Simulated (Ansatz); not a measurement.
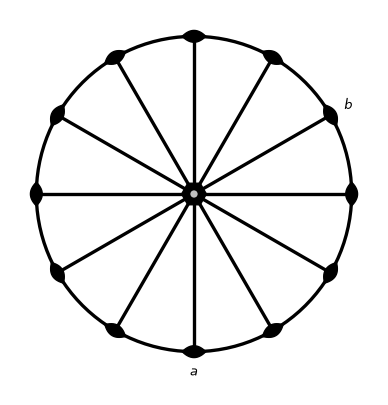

Stereographic projection: heavy lines are mirror planes (a heavy rim: a mirror in the plane of the page); lens, triangle, square and hexagon are 2-, 3-, 4- and 6-fold axes, a lens in an open square is −4, a triangle in an open hexagon −6; thin dashed diameters join the ends of axes that lie in the page; a small open circle marks inversion. The c axis points at the viewer. Computed from the symmetry operations of a computed or model structure of composition Sn, which need not be its known form.

> Which point group is this?

6/mmm (D6h), order 24, hexagonal system: one sixfold axis, six twofold axes, seven mirror planes, an inversion centre.

> Which physical properties does it allow?

It is centrosymmetric, so neither piezoelectric nor pyroelectric; it is not chiral.
